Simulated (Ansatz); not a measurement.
# B: what the fields show

The calculation's input:

```
crystal:
  lattice:
    - [1.602603795, 0.0, 0.0]
    - [0.0, 2.8274134947, 0.0]
    - [0.0, 0.0, 3.8614962175]
  atoms:
    - { symbol: B, position: [0.0, 0.5, 0.60926] }
    - { symbol: B, position: [0.5, 0.0, 0.39074] }
hamiltonian:
  xc: pbe
  pseudopotentials: { kind: paw }
kpoints:
  mp_grid: { grid: [16, 9, 7] }
scf:
  occupations: { method: fermi_dirac, width: 0.05 }
output:
  forces: true
  stress: true
  eigenvalues: true
  write_density: true
  write_potential: true
  elf: true
  volumetric_format: npy
```

Run with:

```sh
ansatz run input.yaml --threads 2 --pin off --max-ram 5632MiB --backend cpu --events-out ev --progress --plain --runs-dir out
```

Below, planes, directions and counts refer to the conventional cell (a = 1.60 Å, b = 2.83 Å, c = 3.86 Å, α = 90.00°, β = 90.00°, γ = 90.00°).

Space group Pmmn; a generated structure, not necessarily the stable one; computed pressure about 8 GPa in this cell.

Method: Kohn-Sham DFT of a periodic cell, PBE, Ansatz PAW (Ansatz 0.2.0).

Core electrons are frozen (PAW), and the valence fields are smoothed inside the atomic spheres.

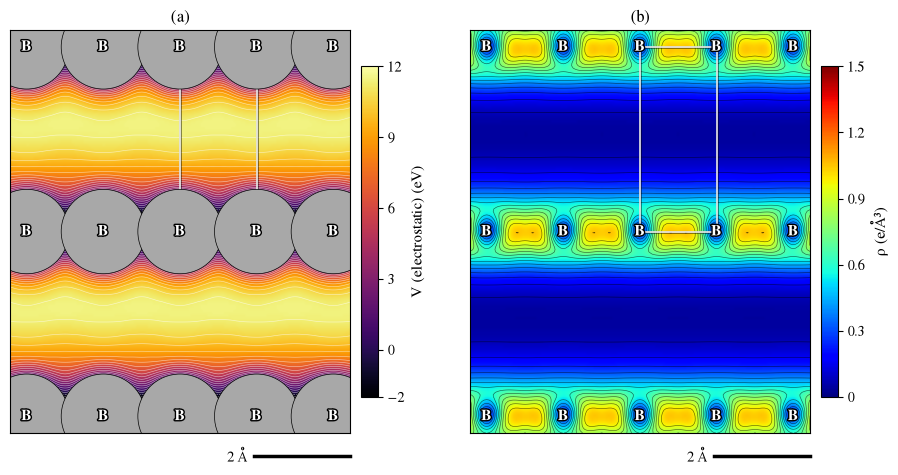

Figure 1. (a) electrostatic potential energy of an electron; (b) valence electron density on the (010) plane of the conventional cell. Grey discs cover the atomic cores in the potential map.

Question: Interpret the plot.

Answer: Atoms in the plane: B. B–B (1.60 Å): ρ is about 1 e/Å³ halfway. Between the atoms the lowest density in this plane is 0.04 e/Å³. Outside the cores the potential energy rises away from the atoms and is highest about 1.8 Å from the nearest atoms; its zero is arbitrary.

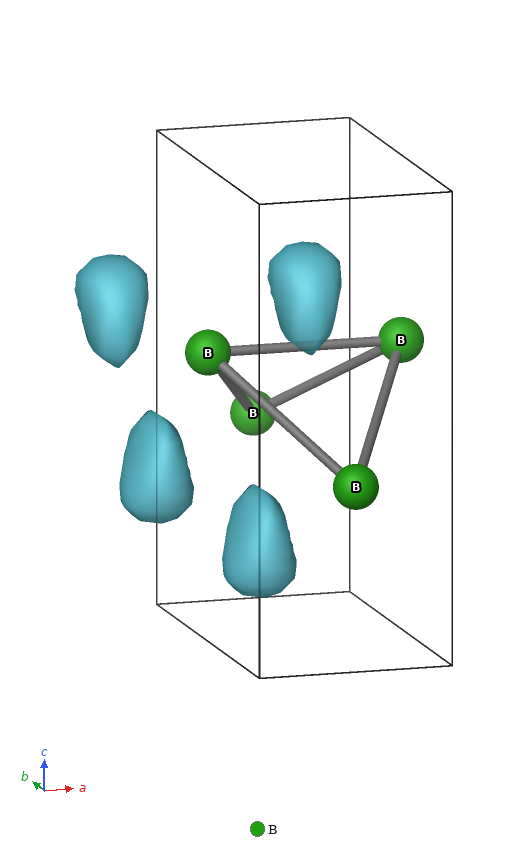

Figure 2. Isosurface of the electron localisation function at 0.85 (cyan), seen slightly off an axis. Only the valence region is drawn (cores and ρ < 0.01 e/Å³ removed). Sticks mark near contacts.

Question: What do the ELF domains correspond to?

Answer: The ELF exceeds this value in two regions between bonded B–B atoms, counted in one cell of 2 atoms. Regions shared between cells count once. Along the contacts the grid gives the following. B–B (1.60 Å): the ELF peaks at about 0.85 between the atoms. B–B (1.83 Å): the ELF peaks at about 0.75 between the atoms.

Question: Does the calculation make it a metal, or give it a gap?

Answer: It is metallic or semimetallic at this level of theory: no gap opens.
